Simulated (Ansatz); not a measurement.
```
Li F
1.0
     2.74644    0.00000    0.00000
    -1.37322    2.37849    0.00000
     0.00000    0.00000    4.76397
Li F
2 2
Direct
  0.33333 0.66667 0.38398
  0.66667 0.33333 0.88398
  0.33333 0.66667 0.99102
  0.66667 0.33333 0.49102
```

Space group P6₃mc; a structure from a database of computed crystals, not necessarily the ambient phase; not relaxed (largest force 0.8 eV/Å); computed pressure about 19 GPa in this cell.

Method: DFT LDA, scalar-relativistic, plane waves, PAW (Ansatz 0.2.0).

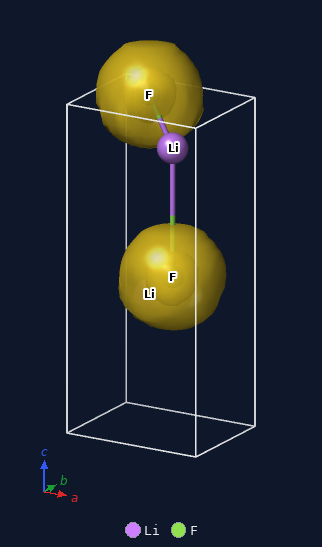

LiF. Isosurface of the ELF at 0.75 (yellow), seen slightly off an axis. Only the valence region is drawn (cores and ρ < 0.01 e/Å³ removed). Sticks mark near contacts.

Question: Where are the electrons localised?

Answer: The surface consists of two regions wrapped around F (the valence shell of each), counted in one cell of 4 atoms. Any copies at cell faces, edges or corners count once.

Values along the shortest contacts:
Li–F (1.67 Å): the ELF peaks at about 0.80 in the valence shell of F, 0.6 Å from its nucleus, and falls to about 0.15 next to Li: a largely ionic contact. Li–F (1.87 Å): the ELF peaks at about 0.85 in the valence shell of F, 0.6 Å from its nucleus, and falls to about 0 next to Li: an ionic contact with no shared pair.
